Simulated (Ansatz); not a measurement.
System: Ti, space group P6_3/mmc (No. 194).

Structure:
```xyz
2
Lattice="2.9500 0.0000 0.0000 -1.4750 2.5548 0.0000 0.0000 0.0000 4.6800" Properties=species:S:1:pos:R:3 pbc="T T T"
Ti    1.4750    0.8516    3.5100
Ti    0.0000    1.7032    1.1700
```

Calculation (Ansatz 0.2.0): plane-wave DFT, no spin polarisation; energies at scaled volumes of the given cell, shape and fractions fixed, counted from the fit's minimum, third-order Birch-Murnaghan fit. Level: HISS.

k mesh 5×5×3; occupations Fermi–Dirac; smearing width 0.05 eV; potentials Ansatz PAW; wave cutoff 420 eV; density cutoff 1680 eV.

What does the calculation give for the energy against volume? The volume takes the values 16.58, 16.93, 17.28, 17.64, 17.99, 18.34, 18.69 Å³/atom.

A third-order Birch–Murnaghan fit gives V0 = 17.05 Å³/atom, B0 = 134 GPa and B′ = 3.5. The energy is 5.80 meV/atom at volume 16.58 Å³/atom and 57.15 meV/atom at 18.69 Å³/atom; the lowest computed point is at volume 16.93 Å³/atom (0.40 meV/atom), and no other minimum shows.

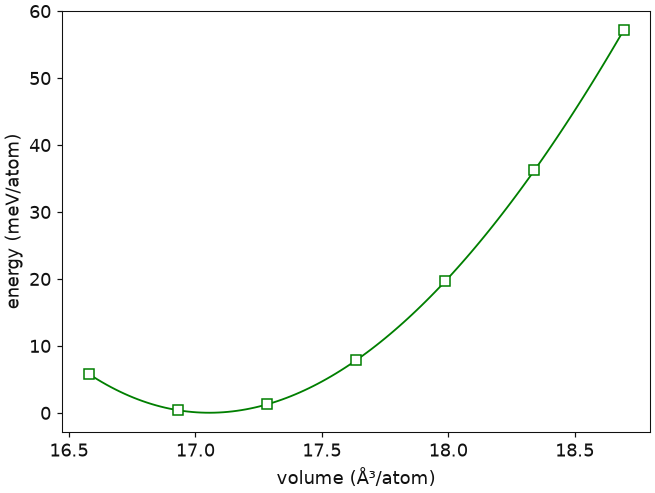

Keep in mind: coarse k mesh; shape and atomic fractions are frozen while scaling, which makes layered, chain and framework solids too stiff.
